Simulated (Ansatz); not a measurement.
System: ZrS₂, space group P-3m1 (No. 164).

Input file:
```
crystal:
  lattice:
    - [3.6273750713, 0.0, 0.0]
    - [-1.8136875357, 3.1413989608, 0.0]
    - [0.0, 0.0, 5.8874526944]
  atoms:
    - { symbol: Zr, position: [0.0, 0.0, 0.0] }
    - { symbol: S, position: [0.3333333333, 0.6666666667, 0.2468122995] }
    - { symbol: S, position: [0.6666666667, 0.3333333333, 0.7531877005] }
basis:
  ecutwfc: 420
kpoints:
  mp_grid: { grid: [12, 12, 6] }
hamiltonian:
  xc: pbesol
scf:
  occupations: { method: fixed }
output:
  eigenvalues: true
phonons:
  method: dfpt
  dielectric: true
  rigid_motions: translations
  eigenvectors: true
```

Run as:
```bash
ansatz run input.yaml --threads 1 --pin off --max-ram 3072MiB --backend cpu --events-out ev --progress --plain --runs-dir out
```

How it was computed, with Ansatz 0.2.0: Born effective charges by linear response at the zone centre, in units of the proton charge, Cartesian axes of the given cell; plane waves with PAW datasets. Level: PBEsol, no spin polarisation.

| setting | value |
| --- | --- |
| wave cutoff | 420 eV |
| k mesh | 12×12×6 |
| occupations | fixed |
| pressure | 0 GPa |

Describe the result: the mean Born effective charge of each atom. The cases: Zr; S 1; S 2.

The largest in size is that of Zr, 5.31 e, and the charges add up to 0.00 e. Zr is the most anisotropic: its diagonal components run from 1.95 to 7.00 e.

```csv
atom,mean Born effective charge (e),Born charge xx (e),Born charge zz (e)
Zr,5.31,6.999,1.946
S 1,-2.66,-3.500,-0.973
S 2,-2.66,-3.500,-0.973
```

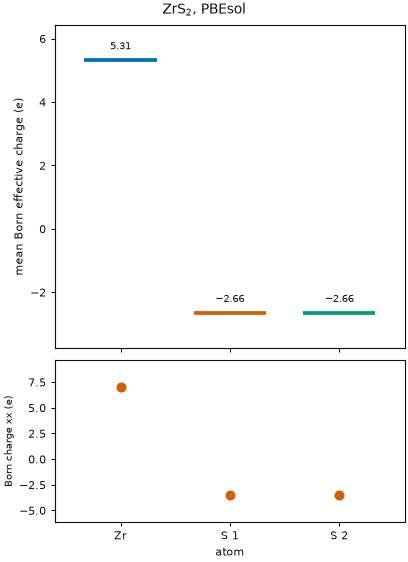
